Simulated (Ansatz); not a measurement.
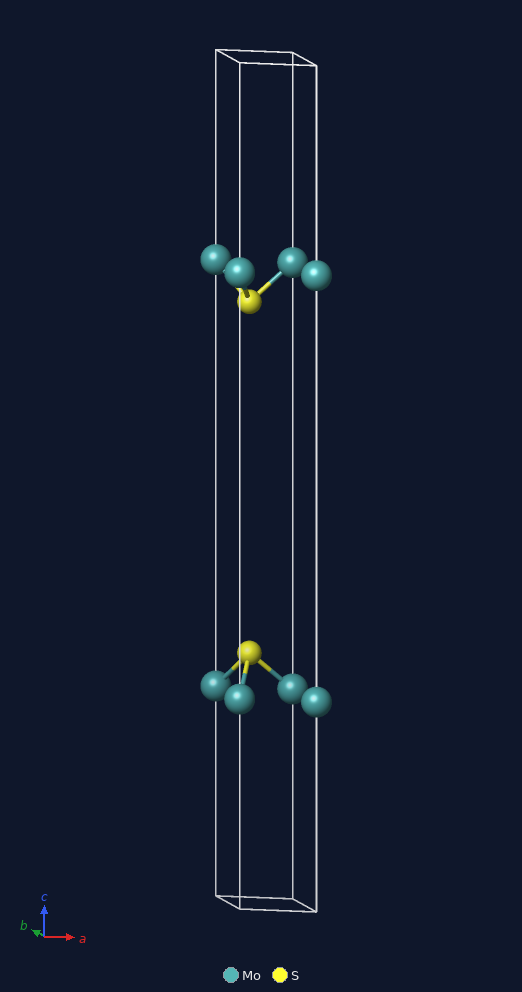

The crystal in a ball-and-stick representation, seen slightly off an axis. The wireframe shows the simulation cell.

What can be read from this drawing?

It has the composition MoS. With Z = 2, the cell contains 2 Mo, 2 S. Mo is coordinated by three S in a trigonal pyramidal arrangement. S is surrounded by three Mo in a trigonal pyramidal arrangement. Not all metal-metal contacts are counted. The bonds build MoS layers parallel to (001).

The cell started as a structure listed in the Materials Project, from which a slab was cut. The atoms were relaxed in a fixed cell with Ansatz 0.2.0, DFT PBEsol, scalar-relativistic, plane waves, PAW, but for two held in place.

At this level of theory the run's own cell isn't at rest (forces up to 1.1 eV/Å), so its distances can differ from those at equilibrium, the more so the softer the solid.
